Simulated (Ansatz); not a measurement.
# Bands, cutoff and cost in G0W0 for P (layered bulk) (P6_3/mmc)

Wanted: a G0W0 gap for P (layered bulk) (P6_3/mmc) that is converged in bands and cutoff, or an estimate of the limit.

Calculated with Ansatz 0.2.0; G0W0 on PBEsol, plane waves, PAW; PAW set soft_1.

### Step 1. Set-up

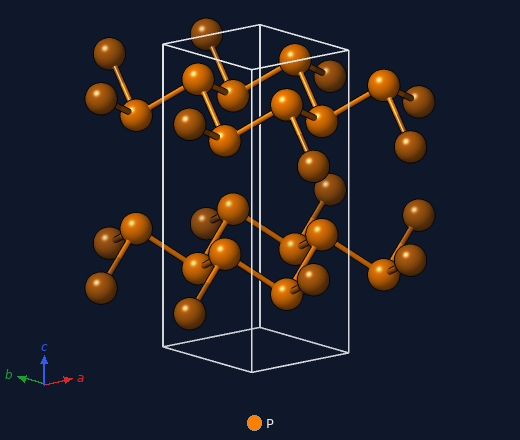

Start, viewed from a free direction; phosphorus orange. 2×2×1 cells are drawn. Some periodic images of atoms are drawn too.

The structure was relaxed with PBEsol-D3(BJ). The runs that relaxed it are not among those shown.

### Step 2. 93 empty bands, screening to 60 eV

G0W0 replaces the xc potential by the self-energy, built once from these orbitals. Only a window of levels is corrected, while the sums run over the empty bands that the input names. This step takes PAW set soft_1 files.

input.yaml

```yaml
crystal:
  lattice:
    - [3.2086351658, 0.0, 0.0]
    - [-1.6043175829, 2.778759565, 0.0]
    - [0.0, 0.0, 9.9577943118]
  atoms:
    - { symbol: P, position: [0.3333333333, 0.6666666667, 0.3127686762] }
    - { symbol: P, position: [0.6666666667, 0.3333333333, 0.1872313238] }
    - { symbol: P, position: [0.6666666667, 0.3333333333, 0.8127686762] }
    - { symbol: P, position: [0.3333333333, 0.6666666667, 0.6872313238] }
kpoints:
  mp_grid: { grid: [9, 9, 2] }
hamiltonian:
  xc: pbesol
  pseudopotentials: { kind: paw, azcp: { folder: soft_1 }, xc_functional: pbe }
scf:
  occupations: { method: fixed }
gw:
  n_empty_bands: 93
  ecut_chi: 60
  qp_bands: [v2, c2]
  qp_kpoints: band_edges
  screening: { model: contour_deformation }
```

Run with:

```
> ansatz run input.yaml --threads 3 --pin off --max-ram 92160MiB --backend cuda --events-out ev --progress --plain --runs-dir out --devices 1 --max-vram 13GiB
```

Numbers of over 12 decimals in the logs are rounded to 6 here.

The program printed:

```text
GPUs: using 1 of 1 available (devices: 1).
Engine: ansatz 0.2.0, x86_64-unknown-linux-gnu
Pseudopotentials: kind: paw
Pseudopotential: P, paw, valence charge 5, recommended cutoff 420 eV (normal), soft_1/P.paw.azcp
Functional definition: PBEsol
  exchange = pbesol_x
  correlation = pbesol_c
device memory: the entry about to start is reckoned to put 0.7 GiB on a device that reports 34.7 GiB free (of which the cap on the GPU budget leaves the run 13.0 GiB)
GPU FFT provider: cuFFT
GPU libraries: cuBLAS 13.8.2, cuFFT 12.4.0, cuSOLVER 12.3.4
Crystal: 4 atoms, lattice volume = 88.784 Å³
Basis set: ecut = 420 eV, 1761 PW (Γ)
Bands: 14, of which v1, the nominal top of the filled ones, is band 10 counted from 1 (9 counted from 0)
Symmetry: 24 space group operations
Space group: P63/mmc (ITA 194), of the structure as read, at distance tolerance 4.5e-5 Å
k-points: 24 of 162
Non-local potential: P, projectors of the file, l = 0: 2, l = 1: 2, l = 2: 1
PAW form: soft (Blöchl's): semilocal exchange-correlation on the pseudo side does not see the compensation charge
PAW frozen core: P, regenerated for the run's functional, and the local potential with it (the file was generated under x = pbe(κ = 0.804, μ = 0.219515), c = pbe(β = 0.066725))
PAW one-centre angular grid: P, 110 points (default); XC on 64 Gauss nodes
Initial density: superposition of atomic densities (chi_scale 0.1, normalization cell)
Initial wavefunctions: pseudopotential atomic-orbital guess
GPU buffer pool allocated for 41472 grid points (all kernels)
GPU transforms: local potential and band sums: pruned to the plane-wave sphere, on 24×24×72
Functional: x = pbesol(κ = 0.804, μ = 0.123457), c = pbesol(β = 0.046)
SCF iter   1: F=—  HF=-2960.098775 eV  |F-HF|=—  |Δ(HF+E_count)|=         —  Δρ=3.56e-2  dr2=8.60e-1  ethr=3.10e-3  ⟨swp⟩=5.2  Hψ=2078  notcnv=0  defer=35
preconditioner: auto → none  [insulator: Δε(μ)=0.746 eV  Ē_g=8.996 eV  n_scr=6 (ndim 8)  ℏωp=17.6 eV  f_vac=0.000  ε∞_Penn≈4.8]
SCF iter   2: F=—  HF=-2959.858839 eV  |F-HF|=—  |Δ(HF+E_count)|=   2.40e-1  Δρ=1.58e-2  dr2=1.35e-1  ethr=3.10e-3  ⟨swp⟩=2.2  Hψ=613  notcnv=0  defer=47
SCF iter   3: F=—  HF=-2959.822964 eV  |F-HF|=—  |Δ(HF+E_count)|=   3.59e-2  Δρ=1.66e-3  dr2=1.75e-3  ethr=6.74e-4  ⟨swp⟩=2.5  Hψ=536  notcnv=0  defer=48
SCF iter   4: F=—  HF=-2959.822542 eV  |F-HF|=—  |Δ(HF+E_count)|=   4.21e-4  Δρ=3.49e-4  dr2=7.16e-5  ethr=8.77e-6  ⟨swp⟩=3.6  Hψ=705  notcnv=0  defer=46
SCF iter   5: F=—  HF=-2959.822531 eV  |F-HF|=—  |Δ(HF+E_count)|=   1.08e-5  Δρ=3.06e-5  dr2=9.48e-7  ethr=3.58e-7  ⟨swp⟩=2.2  Hψ=571  notcnv=0  defer=46
SCF iter   6: F=-2959.822532 eV  HF=-2959.822532 eV  |F-HF|=5.41e-8  |Δ(HF+E_count)|=   2.15e-7  Δρ=8.45e-6  dr2=4.06e-8  ethr=5.00e-10  ⟨swp⟩=9.2  Hψ=2035  notcnv=0
SCF 1 converged in 6 iterations: F = -2959.822532 eV  dr2 = 4.06e-8
  greatest PAW one-centre occupation: 0.813 electrons in one spin orbital (limit 2), on the P atom at site 2 (counted from 0), in its partial waves of l = 0
device memory: the entry about to start is reckoned to put 0.7 GiB on a device that reports 34.6 GiB free (of which the cap on the GPU budget leaves the run 13.0 GiB)
NSCF: frozen V_eff on 24 k-points, pencils in batches of 32, up to order 56
the band table was solved once the SCF had ended and its energy, with any forces and stress, was formed, with the checks that follow a solve (2388 applications of the Hamiltonian). They found nothing against the state; the energy, forces and stress were not computed again (output.eigenvalues in the input reference)
device memory: the entry about to start is reckoned to put 3.2 GiB on a device that reports 34.7 GiB free (of which the cap on the GPU budget leaves the run 13.0 GiB)
NSCF: frozen V_eff on 24 k-points
G₀W₀ screening: q 1/24
[... further progress lines ...]
device memory: the entry about to start is reckoned to put 0.3 GiB on a device that reports 34.4 GiB free (of which the cap on the GPU budget leaves the run 13.0 GiB)
NSCF: frozen V_eff on 1 k-points
device memory: the entry about to start is reckoned to put 0.3 GiB on a device that reports 34.4 GiB free (of which the cap on the GPU budget leaves the run 13.0 GiB)
NSCF: frozen V_eff on 1 k-points
SCF converged after 6 iterations
Free energy (F): -2959.822532 eV
Harris-Foulkes:  -2959.822532 eV  (|F-HF|=5.41e-8)
Internal energy: -2959.822532 eV  (E = F + TS)
E sigma→0 (E₀):  -2959.822532 eV
Fermi energy:    5.298740 eV
--- Per-component energies (eV) ---
  E_band       = -17.787155
  E_kinetic    = 273.634711
  E_local      = -433.024457  (includes V_loc(G=0)·N_el)
  E_nonlocal   = 131.445251
  E_hartree    = 141.895217
  E_xc         = -287.561397
  E_vxc        = -242.776607  (∫ρ·V_xc dr)
  E_paw        = -2172.857187  (= ΣΔE_a)
  E_vpaw       = -30.856022  (= ΣTr[D̂ρ^β])
  E_aug_tail   = -0.000001  (compensation charges beyond the density's cutoff)
  E_ewald      = -613.539053
  E_core_change = 0.184385  (= ΣΔE_core)
  E_smearing   = -0.000000  (= −TS)
  E_closure    = -0.000000  (closes the sum)
  Σ components = -2959.822532   (vs F -2959.822532, Δ=0.00e0)
--- Band table (eV; the first three rows and the last of 24) ---
  k-point 0: bands = [... 6 lower, 4.5167, 4.5476, 4.5476, 5.1238, 8.4991, 8.4991, 8.5842, 8.5842]
  k-point 1: bands = [... 6 lower, 4.5321, 4.5321, 4.5321, 4.5321, 8.5414, 8.5414, 8.5414, 8.5414]
  k-point 2: bands = [... 6 lower, 3.0695, 4.0592, 4.0924, 5.2044, 7.9420, 8.0852, 9.0571, 9.1676]
  k-point 23: bands = [... 6 lower, 2.3210, 2.3210, 2.8781, 2.8781, 6.2986, 6.2986, 9.8075, 9.8075]
--- G₀W₀: contour deformation, 7 samples at zero and on the imaginary axis and 1 off it, 162 q-points, 93 empty bands' worth ---
  eigenvalues of the whole cell's RPA ε∞ on this k-mesh (on a slab, of 1 + 4πα/V) = 4.1803, 11.7454, 11.7454; static W/v taken at q = 0 is 0.121759
  bands read: the sum over 103 bands ends inside a degenerate multiplet in 14 slots, whose members it reads at an even weight; the widest, k=1: bands 103 to 106 (counted from 1) at 1/4 each
  gw.qp_kpoints: band_edges: 18 of 24 stored k-points solved, in 1 pass; an edge of the gap read off the rows below is read off those points alone
    valence top: of the k-points left out ik 14 came nearest to being solved in a further pass, in band 10 (counted from 1, as in the quasiparticle table): it holds the edge there only if its correction is more favourable than any solved in that band by at least 0.823 eV; those differ by 0.302 eV
    conduction bottom: of the k-points left out ik 14 came nearest to being solved in a further pass, in band 11 (counted from 1, as in the quasiparticle table): it holds the edge there only if its correction is more favourable than any solved in that band by at least 0.642 eV; those differ by 0.304 eV
    ik  band        ε_KS         Σx   Σc(E_QP)       V_xc       Z   E_QP_lin       E_QP  E_QP is
     0     9      4.5476   -16.7046     1.4275   -15.2811  0.7643     4.5516     4.5516  root
     0    10      5.1238   -15.3242     1.6651   -13.4106  0.7459     4.8744     4.8753  root
     0    11      8.4991    -8.8735    -4.3384   -13.9681  0.7414     9.2668     9.2552  root
     0    12      8.4991    -8.8735    -4.3384   -13.9681  0.7414     9.2668     9.2552  root
     1     9      4.5321   -16.6898     1.4295   -15.2624  0.7640     4.5341     4.5341  root
     1    10      4.5321   -16.6898     1.4295   -15.2624  0.7640     4.5341     4.5341  root
     1    11      8.5414    -8.8951    -4.3496   -14.0048  0.7411     9.3139     9.3015  root
     1    12      8.5414    -8.8951    -4.3496   -14.0048  0.7411     9.3139     9.3015  root
     2     9      4.0924   -16.6018     1.5439   -15.0384  0.7606     4.0730     4.0730  root
     2    10      5.2044   -15.3843     1.6063   -13.5428  0.7470     4.9684     4.9691  root
     2    11      7.9420    -8.9509    -4.1138   -13.7906  0.7514     8.6775     8.6679  root
     2    12      8.0852    -8.9375    -4.1795   -13.8636  0.7504     8.8427     8.8318  root
     3     9      4.0757   -16.5848     1.5461   -15.0173  0.7602     4.0543     4.0543  root
     3    10      4.0757   -16.5848     1.5461   -15.0173  0.7602     4.0543     4.0543  root
     3    11      8.0117    -8.9514    -4.1398   -13.8265  0.7509     8.7572     8.7470  root
     3    12      8.0117    -8.9514    -4.1398   -13.8265  0.7509     8.7572     8.7470  root
     4     9      3.2808   -16.6792     1.8491   -14.7636  0.7519     3.2143     3.2144  root
     4    10      5.2833   -15.7200     1.5221   -13.9995  0.7483     5.0844     5.0849  root
     4    11      6.8213    -8.8872    -3.6785   -13.2052  0.7648     7.4673     7.4608  root
     4    12      7.1526    -8.7534    -3.8677   -13.3109  0.7616     7.8510     7.8423  root
     5     9      4.2325   -14.7700     1.8631   -12.6073  0.7367     3.9308     3.9329  root
     5    10      4.2325   -14.7700     1.8631   -12.6073  0.7367     3.9308     3.9329  root
     5    11      6.9690    -8.8364    -3.7605   -13.2604  0.7635     7.6400     7.6325  root
     5    12      6.9690    -8.8364    -3.7605   -13.2604  0.7635     7.6400     7.6325  root
[...]
22     9      2.9970   -16.4081     2.3183   -13.8853  0.7192     2.7916     2.7925  root
    22    10      2.9970   -16.4081     2.3183   -13.8853  0.7192     2.7916     2.7925  root
    22    11      5.9413    -7.0551    -3.3564   -10.8677  0.7706     6.4001     6.3976  root
    22    12      6.7392    -7.6616    -3.6465   -11.8665  0.7583     7.3034     7.2976  root
    23     9      2.8781   -16.1757     2.2980   -13.6628  0.7234     2.6623     2.6632  root
    23    10      2.8781   -16.1757     2.2980   -13.6628  0.7234     2.6623     2.6632  root
    23    11      6.2986    -7.2818    -3.4769   -11.2566  0.7664     6.8001     6.7964  root
    23    12      6.2986    -7.2818    -3.4769   -11.2566  0.7664     6.8001     6.7964  root
```

Run time: 18 s. Hardware: 1 × NVIDIA H100 80GB HBM3 (shared by 6 runs) with 3 threads of AMD EPYC 7R13 (Zen 3), shared host; peak memory 1.1 GiB; 27 s of CPU time.

This step gave:

```
bands summed                                 : 103
RPA ε∞ on this mesh (eigenvalues)            : 4.180, 11.75, 11.75
plane waves in the screening matrix          : 97
q-points in the mesh                         : 162
G0W0 gap on the mesh                         : 1.310 eV
k of the valence top                         : 0.1111, 0.1111, 0
k of the conduction bottom                   : 0.3333, 0.3333, 0
starting gap on the mesh                     : 0.6426 eV
Z at the valence top                         : 0.7483
Z at the conduction bottom                   : 0.7706
least direct G0W0 gap on the computed points : 1.917 eV
```

The gap on the mesh goes from 0.64 eV to 1.31 eV, a correction of +0.67 eV. Between the two edge states, bare exchange in place of the xc potential would open the gap by 5.56 eV, and correlation takes back 4.89 eV.

### Step 3. 370 empty bands, screening to 150 eV

Another rung: the empty bands reach about as high as the screening cutoff, so the two stay in balance.

input.yaml: that of step 2 with these lines changed.

```diff
@@ -18,4 +18,4 @@
 gw:
-  n_empty_bands: 93
-  ecut_chi: 60
+  n_empty_bands: 370
+  ecut_chi: 150.0
   qp_bands: [v2, c2]
```

The program printed:

```text
GPUs: using 1 of 1 available (devices: 1).
[...]
GPU FFT provider: cuFFT
GPU libraries: cuBLAS 13.8.2, cuFFT 12.4.0, cuSOLVER 12.3.4
Crystal: 4 atoms, lattice volume = 88.784 Å³
Basis set: ecut = 420 eV, 1761 PW (Γ)
Bands: 14, of which v1, the nominal top of the filled ones, is band 10 counted from 1 (9 counted from 0)
[... 1 set-up line as in the run before ...]
[...]
k-points: 24 of 162
[...]
GPU buffer pool allocated for 41472 grid points (all kernels)
[...]
SCF iter   1: F=—  HF=-2960.098775 eV  |F-HF|=—  |Δ(HF+E_count)|=         —  Δρ=3.56e-2  dr2=8.60e-1  ethr=3.10e-3  ⟨swp⟩=5.2  Hψ=2078  notcnv=0  defer=35
[...]
SCF iter   6: F=-2959.822532 eV  HF=-2959.822532 eV  |F-HF|=5.41e-8  |Δ(HF+E_count)|=   2.15e-7  Δρ=8.45e-6  dr2=4.06e-8  ethr=5.00e-10  ⟨swp⟩=9.2  Hψ=2035  notcnv=0
SCF 1 converged in 6 iterations: F = -2959.822532 eV  dr2 = 4.06e-8
[...]
NSCF: frozen V_eff on 24 k-points, pencils in batches of 32, up to order 56
[...]
NSCF: frozen V_eff on 24 k-points
G₀W₀ screening: q 1/24
[... further progress lines ...]
[...]
SCF converged after 6 iterations
Free energy (F): -2959.822532 eV
[...]
Internal energy: -2959.822532 eV  (E = F + TS)
E sigma→0 (E₀):  -2959.822532 eV
Fermi energy:    5.298740 eV
[...]
--- Band table (eV; the first three rows and the last of 24) ---
  k-point 0: bands = [... 6 lower, 4.5167, 4.5476, 4.5476, 5.1238, 8.4991, 8.4991, 8.5842, 8.5842]
  k-point 1: bands = [... 6 lower, 4.5321, 4.5321, 4.5321, 4.5321, 8.5414, 8.5414, 8.5414, 8.5414]
  k-point 2: bands = [... 6 lower, 3.0695, 4.0592, 4.0924, 5.2044, 7.9420, 8.0852, 9.0571, 9.1676]
  k-point 23: bands = [... 6 lower, 2.3210, 2.3210, 2.8781, 2.8781, 6.2986, 6.2986, 9.8075, 9.8075]
[...]
0     9      4.5476   -16.7046     0.8940   -15.2811  0.7585     4.0145     4.0181  root
     0    10      5.1238   -15.3242     1.2592   -13.4106  0.7407     4.4624     4.4694  root
     0    11      8.4991    -8.8735    -4.7410   -13.9681  0.7369     8.8551     8.8526  root
     0    12      8.4991    -8.8735    -4.7410   -13.9681  0.7369     8.8551     8.8526  root
     1     9      4.5321   -16.6898     0.8973   -15.2624  0.7582     3.9983     4.0020  root
     1    10      4.5321   -16.6898     0.8973   -15.2624  0.7582     3.9983     4.0020  root
     1    11      8.5414    -8.8951    -4.7538   -14.0048  0.7364     8.8998     8.8974  root
     1    12      8.5414    -8.8951    -4.7538   -14.0048  0.7364     8.8998     8.8974  root
[...]
23     9      2.8781   -16.1757     1.9107   -13.6628  0.7199     2.2688     2.2759  root
    23    10      2.8781   -16.1757     1.9107   -13.6628  0.7199     2.2688     2.2759  root
    23    11      6.2986    -7.2818    -3.7495   -11.2566  0.7632     6.5246     6.5239  root
    23    12      6.2986    -7.2818    -3.7495   -11.2566  0.7632     6.5246     6.5239  root
```

Elapsed: 40 s, on 1 × NVIDIA H100 80GB HBM3 (shared by 6 runs) with 3 threads; peak memory 1.8 GiB; 65 s of CPU time.

Numbers from this step:

```yaml
bands_summed: 380
rpa_eps_infinity_on_this_mesh_eigenvalues: 4.177, 11.45, 11.45
plane_waves_in_the_screening_matrix: 361
q_points_in_the_mesh: 162
g0w0_gap_on_the_mesh: 1.485 eV
k_of_the_valence_top: 0.1111, 0.1111, 0
k_of_the_conduction_bottom: 0.3333, 0.3333, 0
starting_gap_on_the_mesh: 0.6426 eV
z_at_the_valence_top: 0.7427
z_at_the_conduction_bottom: 0.7676
least_direct_g0w0_gap_on_the_computed_points: 2.038 eV
```

Against the run with 9×9×2 mesh, 93 empty bands, screening to 60 eV, PAW set soft_1 files, the gap moves by +0.17 eV.

### Step 4. Side by side

Times are wall times on 1 × NVIDIA H100 80GB HBM3 (shared by 6 runs) with 3 threads of AMD EPYC 7R13 (Zen 3), shared host, good to a factor of about two.

```csv
mesh,files,frequency,bands summed,cutoff (eV),start (eV),G0W0 (eV),time,host memory (GiB)
9×9×2,PAW set soft_1,contour deformation,103,60,0.643,1.310,18 s,1.1
9×9×2,PAW set soft_1,contour deformation,380,150,0.643,1.485,40 s,1.8
```

How the two edges are built up, in eV (the quasiparticle level is the starting level plus Σx plus Σc less Vxc):

```csv
run,edge,start,Σx,Σc,Vxc,Z,QP
103 bands,valence top,5.30,-15.57,1.53,-13.83,0.75,5.09
103 bands,conduction bottom,5.94,-7.06,-3.36,-10.87,0.77,6.40
380 bands,valence top,5.30,-15.57,1.10,-13.83,0.74,4.66
380 bands,conduction bottom,5.94,-7.06,-3.61,-10.87,0.77,6.14
```

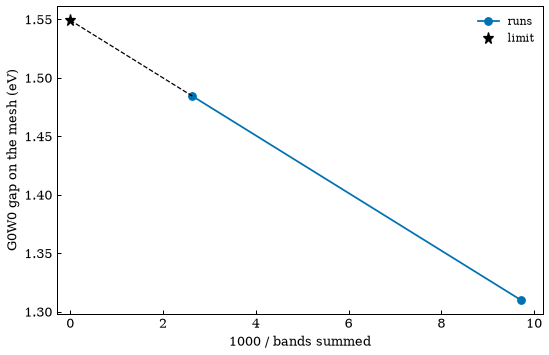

The gap against one over the number of bands; the dashed line carries the two highest rungs to the limit.

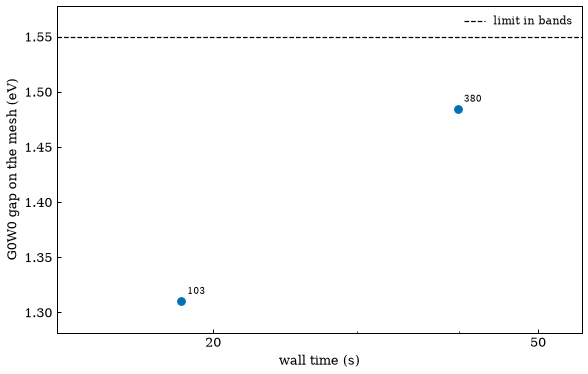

Result against wall time.

### Step 5. Results

```json
{"103 bands, 60 eV": "1.310 eV", "380 bands, 150 eV": "1.485 eV", "estimated limit in bands and cutoff": "1.55 eV", "mesh and start": "9×9×2, PBEsol"}
```

What this shows: A line in one over the bands through the two rungs gives 1.55 eV, +0.06 eV from the top rung; with two points alone it is an unchecked estimate. The rungs stand 0.24 eV (103 bands) and 0.06 eV (380 bands) from it. From 103 to 380 bands the gap moves by +0.17 eV while the time grows 2.2-fold. Σc changes by −0.43 eV at the valence top and −0.26 eV at the conduction bottom, so the levels themselves move more than the gap between them. The 9×9×2 mesh is coarse for this cell (its supercell is 20 Å along the shortest edge). The RPA ε∞ on it, from the PBEsol start, is 4.18 and 11.45; such meshes misread the long-range screening, most where the gap is narrow.

[Paths, hosts, dates, memory and timing lines, banners, echoed tables and standing remarks are left out of the program output.]

[Logs are printed without paths, hosts, clocks, repeated set-up lines and the standing remarks that a program may print on its own settings, such as how far it seeks lower states.]

[Runs of the session that timed out or met a known fault of the program may be left out.]

[Cells called generated may have been cut or substituted from an entry of the Crystallography Open Database or the Materials Project.]

[Hosts, paths, dates, database ids (printed as entryN), source tags and the programs' standing remarks are cut or masked in the printed files.]
